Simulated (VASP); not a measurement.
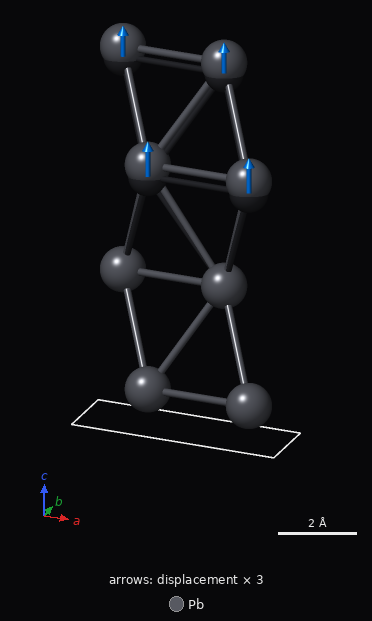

A relaxation of a slab of composition Pb. The starting structure is drawn faded, the final one solid; blue arrows show the displacements, magnified 3 times.

A ball-and-stick model of the 2 × 1 repeat of the cell, outlined in the plane, without the vacuum, seen slightly off an axis.

The run lets the atoms move in a fixed cell. 2 atoms are held fixed.

All numbers below come from Kohn-Sham DFT of a periodic cell, PBE, VASP PAW PBE potentials, recommended in VASP 6.6.1.

The input:
```
SYSTEM = Pb
PREC = Accurate
ENCUT = 520
EDIFF = 1E-7
ISMEAR = 0
SIGMA = 0.05
LREAL = .FALSE.
LASPH = .TRUE.
NELM = 100
ALGO = Normal
ISIF = 2
LWAVE = .FALSE.
LCHARG = .FALSE.
LDIPOL = .TRUE.
IDIPOL = 3
DIPOL = 0.5 0.5 0.500
GGA = PE
IBRION = 2
NSW = 40
EDIFFG = -0.01
```

Run as
```bash
cat potpaw_PBE.64/Pb_d/POTCAR > POTCAR
mpirun -np 1 vasp_std > vasp.out
```

Q: What happened in the run?

A: The largest move is that of a Pb atom, 0.31 Å along the normal (+c). The lattice vectors keep their values. Near-neighbour distances that change, for instance: Pb–Pb 3.442 → 3.698 Å, Pb–Pb 3.442 → 3.411 Å. The energy falls by 53.5 meV per cell of the calculation in 9 geometry steps. The largest force component goes from 0.41 to 0.062 eV/Å. It ran on 1 thread of Intel(R) Xeon(R) Platinum 8488C (Sapphire Rapids) (shared host).
